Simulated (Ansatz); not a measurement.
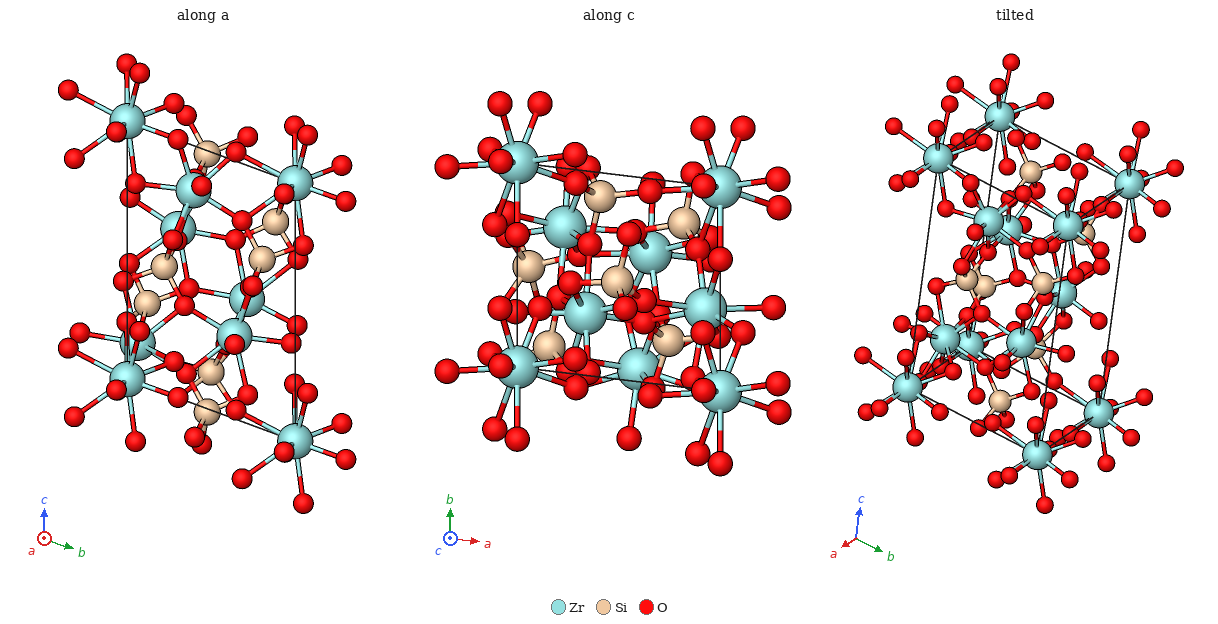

Crystal structure, ball-and-stick style, seen along the a axis, along the c axis and slightly off an axis. Atoms at the boundary of the simulation cell (the box) are drawn once for each face, edge or corner they touch. A few atoms beyond the faces are included. Cell: a = 6.678 Å, b = 6.678 Å, c = 10.195 Å, α = 109.12°, β = 109.12°, γ = 90.00°.

The structure is one of Zr₆Si₆O₂₅. The structure is triclinic, space group P1. It has 37 atoms to the cell (6 Zr, 6 Si, 25 O). The neighbours of O are two Zr and one Si (about 2.1 to 2.7 Å to Zr, 1.6 to 1.8 Å to Si). Not all metal-metal contacts are counted. The bonds build a three-dimensional framework.

The initial geometry was a structure listed in the Materials Project, repeated into a supercell with a point defect put in. The atoms were relaxed in a fixed cell with Ansatz, DFT PBE, scalar-relativistic, plane waves, PAW.
